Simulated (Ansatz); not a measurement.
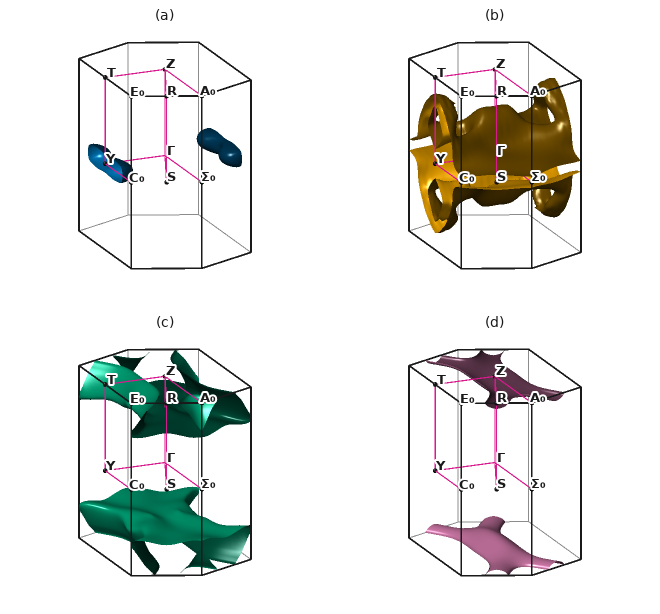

A computed Fermi surface in the first Brillouin zone. Each panel holds one band. The brighter face of a sheet looks towards empty states.

Which Bravais lattice has this zone?

Base-centred orthorhombic.

What do the sheets look like?

Panel (a): one hole pocket centred at Y (1.0 % of the zone).
Panel (b): open, warped sheets that part slabs of filled states from slabs of empty ones.
Panel (c): an open sheet between a empty part that runs through the repeated zones in all directions and a filled one that does so in two.
Panel (d): an open sheet between a empty part that runs through the repeated zones in all directions and a filled one that does so in two.
A pocket cut by a face of the zone is counted once with the part on the opposite face.

The surface was computed for ScAl (Cmcm); other compounds with the same structure and electron count can look alike.

The calculation used DFT LDA, scalar-relativistic, plane waves, PAW; levels and slopes on a dense k mesh at the converged density in Ansatz 0.2.0. No spin polarisation. The levels come from a k mesh of 18×18×20 points. Cell and positions as given, without relaxation (residual pressure −4 GPa). The cell comes from a database of computed structures, not from a measurement.

Necks and pockets thinner than about two mesh steps aren't resolved, so separate pockets may in truth be joined.
